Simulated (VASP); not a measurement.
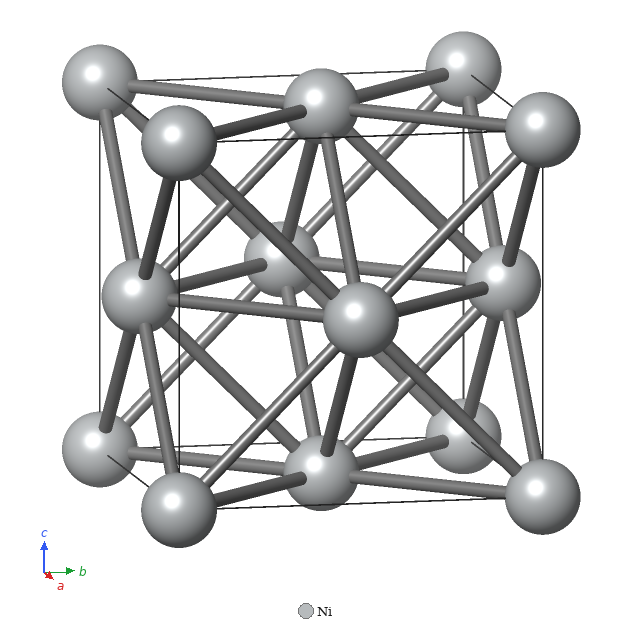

Ni, face-centred cubic (Cu type), space group Fm-3m (No. 225), a = 3.520 Å, b = 3.520 Å, c = 3.520 Å, α = 90.00°, β = 90.00°, γ = 90.00°. Shown here is a ball-and-stick view of the crystal, taken slightly off an axis. The edges of the conventional unit cell are marked. This one geometry was run with five functionals. The cell is a cell made by a generator, which needn't be a real form of the compound.

Alike in all runs: VASP 6.6.1; cutoff 520 eV; k mesh 31 × 31 × 31 on the run's cell of 1 atom; occupations methfessel-paxton, width 0.1 eV; collinear spin, ferromagnetic start; no spin-orbit coupling. LDA runs use LDA potentials, the others PBE ones. All runs are metallic.

```tsv
level	pressure (GPa)	moment (μB/atom)
PBEsol	-9.9	0.64
RPBE	?	?
PBE	-0.3	0.64
r2SCAN	-6.8	0.74
LDA	-17.4	0.59
```

What does RPBE give?

Pressure 5.4 GPa; moment 0.65 μB/atom. That is the highest pressure of all.

Order the levels by the equilibrium volume that these pressures point to, smallest first.

LDA (-17.4 GPa), PBEsol (-9.9 GPa), r2SCAN (-6.8 GPa), PBE (-0.3 GPa), RPBE (5.4 GPa). A higher pressure at one volume points to a larger equilibrium volume, as long as the bulk moduli are alike; rows a few tenths of a GPa apart can't be told apart.

Caveat: rows whose functional differs from that of their potentials carry a shift in pressure and volume, which can reorder them.
